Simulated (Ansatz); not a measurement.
**Run report: WC, molecular dynamics (part 3 of 3)**

The same run, continued: WC (P1, 16 atoms in the cell); DFT PBE, scalar-relativistic, plane waves, PAW, PAW set soft_1, no spin polarisation (Ansatz 0.2.0); cutoff 420 eV, 3×3×3 k-mesh, Fermi–Dirac smearing of 0.36 eV. The structure derives from an entry of the Crystallography Open Database. It belongs to a series of runs on one base structure; here: dynamics from the last frame of the run before.

Geometry of the input (Å; fractional positions):
```
-2.9936  -5.1851  0.0000
4.4905  -2.5926  0.0000
0.0000  0.0000  5.8759
W  0.7769  0.4892  0.0059
C  0.4459  0.6527  0.2516
W  0.7575  0.5161  0.4841
C  0.4996  0.6233  0.7729
W  0.4697  -0.0257  0.0288
C  0.2802  0.1262  0.2714
W  0.5007  -0.0188  0.5318
C  0.2785  0.1718  0.7680
W  0.2499  0.5165  0.0033
C  0.0360  0.5857  0.2924
W  0.2586  0.5063  0.5098
C  -0.0220  0.6494  0.7965
W  0.0594  0.0426  -0.0061
C  0.7205  0.1334  0.2182
W  -0.0260  -0.0454  0.4907
C  0.6945  0.1664  0.7750
```

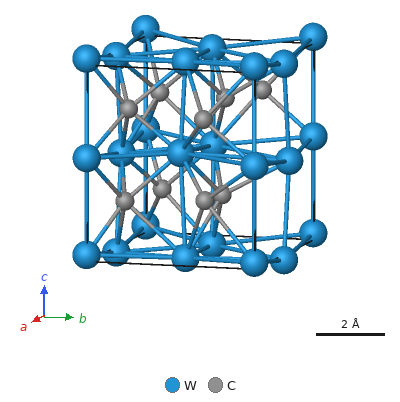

*The geometry at step 109 of the log (ball-and-stick view of the cell of the calculation, seen slightly off an axis).*

**Trajectory as extended XYZ, continued**
```
16
Lattice="-2.9936 -5.1851 0.0000 4.4905 -2.5926 0.0000 0.0000 0.0000 5.8759" Properties=species:S:1:pos:R:3:forces:R:3 step=18 time_fs=13.5 energy=-85090.14261 temperature=4121.8
W    -0.1864   -5.2496    0.0086    2.8373   1.4088   0.1947
C     1.3464   -4.3555    1.5374    1.6523   1.1872  -1.4777
W     0.0472   -5.2261    2.8824   -3.8018   4.8690   2.8856
C     1.2871   -4.4415    4.3156    3.2677   1.8133   2.4731
W    -1.5034   -2.4249    0.0981   -1.8680  -4.3239  -0.1368
C    -0.1581   -1.5997    1.6845    0.7084  -1.6432  -0.2590
W    -1.4622   -2.5274    3.1022   -1.7181  -1.2665  -1.7293
C     0.0607   -1.7234    4.3654   -0.0703  -0.5919   0.0133
W     1.5249   -2.6589    0.0547   -0.3782   0.0285  -0.5362
C     2.9481   -1.5272    1.6647   -1.9408  -4.0895  -3.4726
W     1.4927   -2.6071    2.9600   -1.4185   0.5454   0.6284
C     2.9957   -1.6092    4.3666   -0.9460  -1.7930   1.4534
W     0.0555   -0.4245    0.0342   -0.6627   7.9639  -0.1581
C    -1.7239   -4.3049    1.4090    1.4589   0.2423   0.9719
W    -0.2121    0.2151    2.9237    4.9903  -3.9997   1.0493
C    -1.2995   -4.1545    4.5943   -2.1104  -0.3507  -1.9003
16
Lattice="-2.9936 -5.1851 0.0000 4.4905 -2.5926 0.0000 0.0000 0.0000 5.8759" Properties=species:S:1:pos:R:3:forces:R:3 step=36 time_fs=27.0 energy=-85089.80221 temperature=3947.0
W    -0.2189   -5.1858   -0.0134    3.1557  -0.9314   0.4132
C     1.3050   -4.6015    1.4328    2.4063   2.7081  -0.6621
W     0.0143   -5.1480    2.9466   -1.2801  -0.9124   0.4728
C     1.6377   -4.4710    4.3765   -2.0151   1.7174   1.0321
W    -1.5044   -2.5219    0.0228   -1.1661  -2.5451   0.9975
C     0.0889   -1.6135    1.7342   -1.2042  -1.8285  -2.5417
W    -1.3567   -2.5195    3.0626   -3.1120  -2.3323  -2.0280
C     0.1675   -1.6338    4.2327   -1.4544  -0.9624   2.4475
W     1.4747   -2.6807    0.0844    0.9881  -0.2115  -1.7306
C     3.1703   -1.7852    1.1887   -2.8268   0.1639   1.9060
W     1.4706   -2.5585    2.9312    0.1606  -2.5199  -0.2790
C     2.8698   -1.8757    4.2212   -0.8199   3.0108   3.6266
W     0.0909   -0.3560    0.1028   -1.7765   4.8312  -1.6601
C    -1.6801   -4.5183    1.6684    2.7275   1.8792  -2.0623
W    -0.2519    0.1413    2.9713    6.2368  -2.8882  -0.3635
C    -1.5299   -4.3568    4.4018   -0.0200   0.8212   0.4316
16
Lattice="-2.9936 -5.1851 0.0000 4.4905 -2.5926 0.0000 0.0000 0.0000 5.8759" Properties=species:S:1:pos:R:3:forces:R:3 step=55 time_fs=41.2 energy=-85088.96528 temperature=3516.3
W    -0.2194   -5.1289   -0.0326    4.1171  -3.0060   0.3355
C     1.5793   -4.4790    1.2464   -1.2553   0.3089   2.7012
W    -0.0341   -5.0716    3.0220    1.3323  -2.0934   0.6215
C     1.7589   -4.2519    4.5534   -2.9627  -0.4857  -2.8083
W    -1.5149   -2.6509   -0.0461    0.8320  -0.8402   1.4264
C     0.1480   -1.8652    1.4610   -2.6926   1.1386   0.6914
W    -1.2785   -2.5331    3.0018   -4.6642  -1.4201  -0.9150
C     0.0720   -1.6850    4.4048   -1.1332  -0.5421   0.1486
W     1.4296   -2.7066    0.0962    0.3517  -0.3413  -4.1411
C     2.9981   -2.0244    0.9941    0.8375   2.6978   5.4922
W     1.4504   -2.5300    2.9025    1.9790  -2.1551   2.1890
C     2.6694   -1.7709    4.5068    2.4205   1.6070  -2.3005
W     0.1136   -0.2342    0.1566   -1.2639   2.4185  -3.0764
C    -1.3339   -4.4785    1.6547   -2.8465   1.2896  -1.8906
W    -0.2345    0.0349    3.0189    2.3519  -0.2537  -0.7333
C    -1.7612   -4.4321    4.2638    2.5965   1.6770   2.2594
16
Lattice="-2.9936 -5.1851 0.0000 4.4905 -2.5926 0.0000 0.0000 0.0000 5.8759" Properties=species:S:1:pos:R:3:forces:R:3 step=73 time_fs=54.8 energy=-85090.46986 temperature=4290.4
W    -0.1799   -5.1018   -0.0457    4.5158  -2.3423   2.2670
C     1.7082   -4.3037    1.4069   -1.8739  -0.9750   1.1397
W    -0.0699   -5.0185    3.0950    1.0916  -2.6599  -2.9546
C     1.4632   -4.1181    4.3837   -0.5345  -2.1129  -0.4318
W    -1.5221   -2.7782   -0.0962   -2.1300   4.3637   2.5915
C    -0.1182   -1.9636    1.2635    1.9506   1.7726   2.3052
W    -1.2498   -2.5605    2.9340   -5.9442  -0.3305  -0.3711
C    -0.1588   -1.7903    4.6023    1.7941   1.5896  -1.9486
W     1.3959   -2.7296    0.0717    2.3846   2.8864  -1.6394
C     2.8799   -1.9060    1.5106    1.7691   1.2981  -0.1906
W     1.4478   -2.5244    2.8932    0.6940  -1.0303   2.0574
C     2.7764   -1.4788    4.5358    0.5818  -3.0516  -2.1511
W     0.1190   -0.0949    0.1802   -4.1944   0.6143  -1.6351
C    -1.3276   -4.2637    1.4206   -2.0051  -0.9355   1.7986
W    -0.1915   -0.0687    3.0582    1.3603   1.8836  -0.0751
C    -1.6660   -4.3010    4.4039    0.5403  -0.9706  -0.7619
16
Lattice="-2.9936 -5.1851 0.0000 4.4905 -2.5926 0.0000 0.0000 0.0000 5.8759" Properties=species:S:1:pos:R:3:forces:R:3 step=91 time_fs=68.2 energy=-85088.07232 temperature=3055.7
W    -0.0998   -5.0988   -0.0392    2.3875  -2.4662   2.7831
C     1.5762   -4.2448    1.7111   -0.9892  -0.4437  -2.4413
W    -0.0980   -4.9933    3.1380   -0.8645  -4.5121  -7.4572
C     1.1631   -4.2093    4.2151    5.4162   1.6304   5.4681
W    -1.5452   -2.8632   -0.1223   -1.0036   8.3333   2.9277
C    -0.1701   -1.8153    1.3590    2.6597   0.9470   0.2575
W    -1.2771   -2.5906    2.8641   -5.9820   0.7963   1.1830
C    -0.1762   -1.7160    4.5595    1.4956  -0.2160  -0.6739
W     1.3800   -2.7301    0.0285    0.4159   1.7696  -0.5136
C     3.0327   -1.5754    2.0271    0.4182  -0.7245  -4.7204
W     1.4514   -2.5290    2.9044    0.0073  -0.0306   2.1761
C     2.9873   -1.5479    4.3271   -0.5802  -2.3773   2.6443
W     0.0874    0.0496    0.1858   -4.0296  -2.0622  -2.2639
C    -1.5781   -4.1903    1.4045    1.3570  -2.1211   1.9608
W    -0.1353   -0.1555    3.0965    1.4247   3.1178  -0.2946
C    -1.4889   -4.3024    4.4550   -2.1330  -1.6407  -1.0357
16
Lattice="-2.9936 -5.1851 0.0000 4.4905 -2.5926 0.0000 0.0000 0.0000 5.8759" Properties=species:S:1:pos:R:3:forces:R:3 step=109 time_fs=81.8 energy=-85089.54011 temperature=3811.8
W     0.0026   -5.1188   -0.0063   -0.2326  -2.4018   2.6132
C     1.3183   -4.2477    1.7076    1.2824   0.2645  -2.1103
W    -0.1232   -5.0046    3.1227    3.2093  -2.7126  -2.3913
C     1.4212   -4.2163    4.5983    0.2959  -2.4234  -2.3475
W    -1.5787   -2.8750   -0.1216    0.7590   5.2561   1.8092
C     0.1188   -1.5656    1.5223   -0.9149  -2.1837  -0.5146
W    -1.3592   -2.6135    2.8043   -3.3447   1.2941   1.8235
C     0.0166   -1.6946    4.4360   -0.3727  -3.0814   1.4895
W     1.3709   -2.7112   -0.0184    1.2770   3.4396   1.9008
C     3.2511   -1.3713    1.9142   -1.5471  -2.9016  -2.8226
W     1.4571   -2.5352    2.9362    1.9754  -0.4311   1.1542
C     3.0848   -1.9102    4.4301   -2.6267   1.6520   2.0786
W     0.0183    0.1756    0.1712   -2.3286  -3.7675  -1.0281
C    -1.6619   -4.3646    1.6384    2.0339   1.2021  -0.7481
W    -0.0649   -0.2109    3.1284    1.0751   5.4053  -2.9197
C    -1.5818   -4.4953    4.4132   -0.5408   1.3894   2.0131
16
Lattice="-2.9936 -5.1851 0.0000 4.4905 -2.5926 0.0000 0.0000 0.0000 5.8759" Properties=species:S:1:pos:R:3:forces:R:3 step=127 time_fs=95.2 energy=-85087.54728 temperature=2785.4
W     0.1021   -5.1607    0.0494   -3.6816  -1.0733   0.0449
C     1.2338   -4.2291    1.4586    2.6813   0.0785   2.2578
W    -0.1222   -5.0429    3.0797    2.7112  -2.3952  -1.1931
C     1.7536   -4.4366    4.7387   -4.4300   1.9893  -5.3407
W    -1.6027   -2.8380   -0.1008    4.5126   1.0164   3.9264
C     0.2991   -1.5702    1.6029   -2.5561  -1.0038  -1.2539
W    -1.4733   -2.6242    2.7629   -0.5664   1.5352   3.2905
C     0.1310   -2.0030    4.4419   -3.1446   1.1280  -1.3719
W     1.3734   -2.6641   -0.0481    1.2915   0.8307   4.5846
C     3.2439   -1.5313    1.4629   -3.1635   0.0903   4.1410
W     1.4803   -2.5468    2.9780    2.1670  -2.0707  -0.6235
C     2.8858   -2.0856    4.7475    1.4388   2.3836  -4.2115
W    -0.0717    0.2633    0.1483    1.5271  -7.5506   1.1560
C    -1.4954   -4.4129    1.7799   -0.8013   0.8977  -2.3569
W     0.0131   -0.2198    3.1377   -1.2939   3.2593  -1.3993
C    -1.7219   -4.5220    4.5708    3.3079   0.8846  -1.6506
16
Lattice="-2.9936 -5.1851 0.0000 4.4905 -2.5926 0.0000 0.0000 0.0000 5.8759" Properties=species:S:1:pos:R:3:forces:R:3 step=145 time_fs=108.8 energy=-85091.41716 temperature=4777.7
W     0.1692   -5.2119    0.1073   -4.4443   1.2786  -1.1933
C     1.4980   -4.2139    1.4430    0.2756  -0.6523   0.1978
W    -0.0956   -5.1050    3.0254    1.5905  -2.4126  -0.4846
C     1.5874   -4.5216    4.2528   -1.5360   1.1584   1.5645
W    -1.5932   -2.7821   -0.0505    2.0045   2.6476   0.4563
C     0.1298   -1.7225    1.5284   -1.7118   0.5753  -0.3909
W    -1.5930   -2.6213    2.7520    2.1284   0.1513   3.2985
C    -0.1126   -2.2033    4.3188    0.4283   2.4556  -0.0553
W     1.3865   -2.6064   -0.0381    0.4299  -0.3582   2.3131
C     2.8473   -1.7204    1.4702    0.8373   0.8825   1.0833
W     1.5221   -2.5760    3.0147   -0.3412  -1.5791  -1.5860
C     2.8486   -1.9223    4.5691    1.8794   1.3791  -1.5245
W    -0.1497    0.2847    0.1334    2.1030  -6.1571   0.3244
C    -1.4092   -4.3353    1.6078   -1.3982  -0.2045  -1.3111
W     0.0807   -0.1964    3.1317   -1.7836   1.5927  -1.6166
C    -1.4860   -4.4429    4.5617   -0.4618  -0.7573  -1.0755
16
Lattice="-2.9936 -5.1851 0.0000 4.4905 -2.5926 0.0000 0.0000 0.0000 5.8759" Properties=species:S:1:pos:R:3:forces:R:3 step=164 time_fs=123.0 energy=-85087.33322 temperature=2675.2
W     0.1950   -5.2540    0.1552   -3.9047   2.2672  -2.6206
C     1.7587   -4.2306    1.4246   -4.2442   1.3482  -2.1421
W    -0.0582   -5.1955    2.9571   -3.0081  -0.4483  -3.5090
C     1.2655   -4.3801    3.9684    4.5347   0.7728   6.0285
W    -1.5579   -2.6997    0.0094    1.5154   1.1826  -2.9914
C    -0.2581   -1.7970    1.3698    2.5321   1.5261   0.1904
W    -1.6974   -2.6203    2.7747    3.8378  -2.3378   2.7436
C    -0.3241   -2.0399    4.1882    2.8424   2.0356   1.5636
W     1.4026   -2.5490   -0.0006   -0.9037  -0.5875   0.9738
C     2.5630   -1.7445    1.6100    4.2159   1.6672  -3.9305
W     1.5596   -2.6222    3.0405   -3.2578   0.7352  -0.9064
C     3.1068   -1.5734    4.1490    0.0097  -3.3196   3.6870
W    -0.2095    0.2424    0.1203    1.7864  -4.4510  -0.8350
C    -1.5194   -4.2912    1.2682   -0.2186  -1.3063   2.5995
W     0.1326   -0.1549    3.1090   -2.7079   0.6139  -1.6463
C    -1.3003   -4.4288    4.4008   -3.0292   0.3018   0.7951
16
Lattice="-2.9936 -5.1851 0.0000 4.4905 -2.5926 0.0000 0.0000 0.0000 5.8759" Properties=species:S:1:pos:R:3:forces:R:3 step=182 time_fs=136.5 energy=-85089.64628 temperature=3866.0
W     0.1802   -5.2698    0.1731   -4.3343   5.3267  -6.5494
C     1.4988   -4.1360    1.2189    0.1076  -1.3714   3.9826
W    -0.0427   -5.2839    2.8691   -0.0566   2.4298   2.1291
C     1.4483   -4.1894    4.4426    0.6736  -1.5151  -0.4113
W    -1.5124   -2.6107    0.0387   -1.2099  -0.1645  -3.8608
C    -0.3018   -1.6602    1.2886    2.4018   0.2482   2.3945
W    -1.7595   -2.6357    2.8219    4.0462   0.9003   1.9372
C    -0.1610   -1.6417    4.2789    0.7491  -2.7166   1.9899
W     1.4100   -2.4995    0.0424   -1.2712   0.0885  -1.4380
C     2.8199   -1.5941    1.3357   -0.5516  -2.7240   2.9435
W     1.5683   -2.6598    3.0519   -1.0180   1.7275  -1.8277
C     3.3378   -1.6130    4.2086   -3.0798  -0.3688   1.4048
W    -0.2471    0.1569    0.0993    4.0815  -4.3100  -2.4246
C    -1.6528   -4.3883    1.2686    1.2376   0.7896   2.3855
W     0.1564   -0.1083    3.0698   -2.5542   0.7905  -3.2118
C    -1.4874   -4.3828    4.3278    0.7782   0.8693   0.5565
16
Lattice="-2.9936 -5.1851 0.0000 4.4905 -2.5926 0.0000 0.0000 0.0000 5.8759" Properties=species:S:1:pos:R:3:forces:R:3 step=200 time_fs=150.0 energy=-85090.12725 temperature=4113.9
W     0.1246   -5.2414    0.1349   -2.9194   2.6103  -3.6679
C     1.2130   -4.1679    1.4861    2.2193  -0.5307   1.6022
W    -0.0308   -5.3503    2.7958   -0.6595   1.9107   3.7548
C     1.7344   -4.1859    4.8876   -2.9946   0.4724  -4.9621
W    -1.4731   -2.5237    0.0366    1.5412  -2.6102   1.6418
C    -0.0327   -1.5294    1.5025   -0.7158  -3.0746   0.3663
W    -1.7837   -2.6457    2.8875    3.6176   0.9859   1.3532
C     0.1402   -1.5543    4.6017   -0.7497  -1.9155  -1.4841
W     1.4077   -2.4503    0.0768    1.1586  -0.7998   0.7996
C     3.0343   -1.7209    1.3950   -2.2419  -0.1758   2.7017
W     1.5648   -2.6809    3.0474   -1.3282   1.3994  -0.0794
C     3.1618   -1.7550    4.4537   -2.6534   1.2606  -1.7452
W    -0.2431    0.0333    0.0589    6.9604  -0.4838  -0.3966
C    -1.6281   -4.4037    1.5687    1.2068   1.1997  -1.5652
W     0.1530   -0.0557    3.0054   -4.1852  -0.0485   0.4975
C    -1.6034   -4.2267    4.3528    1.7438  -0.2002   1.1833
```
